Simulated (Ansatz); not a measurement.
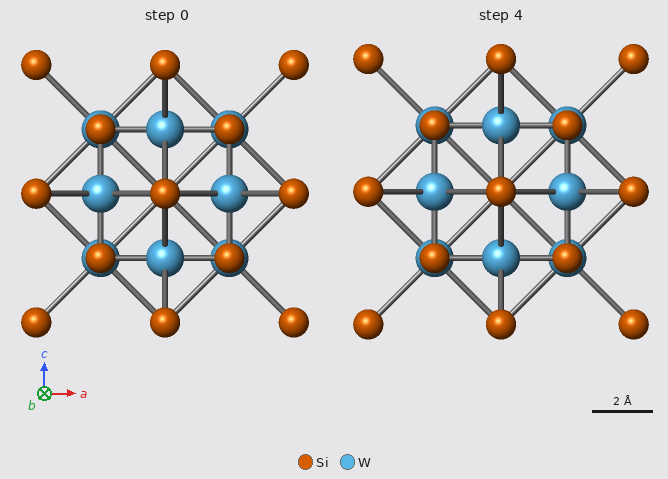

The structure of a crystal of Si₂W₃ (a generated structure, set up in Pm-3m) (coarse preliminary run) before (left) and after (right) a relaxation, at one scale.

Style: ball-and-stick. Shown: the cell of the calculation, along the b axis.

Computed with DFT PBE, scalar-relativistic, plane waves, PAW (Ansatz).

Input file:
```yaml
crystal:
  lattice:
    - [4.33469522, 0.0, 0.0]
    - [0.0, 4.33469522, 0.0]
    - [0.0, 0.0, 4.33469522]
  atoms:
    - { symbol: Si, position: [0.5, 0.5, 0.5] }
    - { symbol: Si, position: [0.0, 0.0, 0.0] }
    - { symbol: W, position: [0.5, 0.0, 0.0] }
    - { symbol: W, position: [0.0, 0.5, 0.0] }
    - { symbol: W, position: [0.0, 0.0, 0.5] }
basis:
  ecutwfc: 420
kpoints:
  mp_grid: { grid: [4, 4, 4] }
hamiltonian:
  xc: pbe
scf:
  occupations: { method: gaussian, width: 0.1 }
  lower_state_search: "off"
output:
  forces: true
  stress: true
  eigenvalues: true
relax:
  adjacent_minimum: "off"
  f_tol: 0.04
  max_steps: 70
  cell: { stress_tol: 0.4 }
```

Run as
```bash
ansatz run input.yaml --threads 1 --pin off --max-ram 2560MiB --backend cpu --events-out ev --progress --plain --runs-dir out
```

Q: What changed between the two?

A: Over 3 accepted moves (4 points after the start) the energy falls by 80.8 meV per atom. All forces vanish by symmetry, so only the cell relaxes. The pressure goes from 18.28 to 0.00 GPa. At 1 point the geometry stayed and the basis and grid were re-selected for the new cell (energy shift of 0.5 meV per atom at most each time). No atom moves by more than 0.005 Å relative to the cell. Cell: a = b = c 4.335 → 4.467 Å (+3.0 %). Volume +9.4 %. Near-neighbour distances that change, for instance: W3–W4 3.065 → 3.158 Å, Si1–W3 3.065 → 3.158 Å, Si2–W3 2.167 → 2.233 Å. The space group stays Pm-3m (No. 221). The run took 9.1 s on 1 thread of Intel(R) Xeon(R) Platinum 8259CL CPU @ 2.50GHz (Skylake/Cascade Lake) (shared host), peak memory 0.38 GiB.
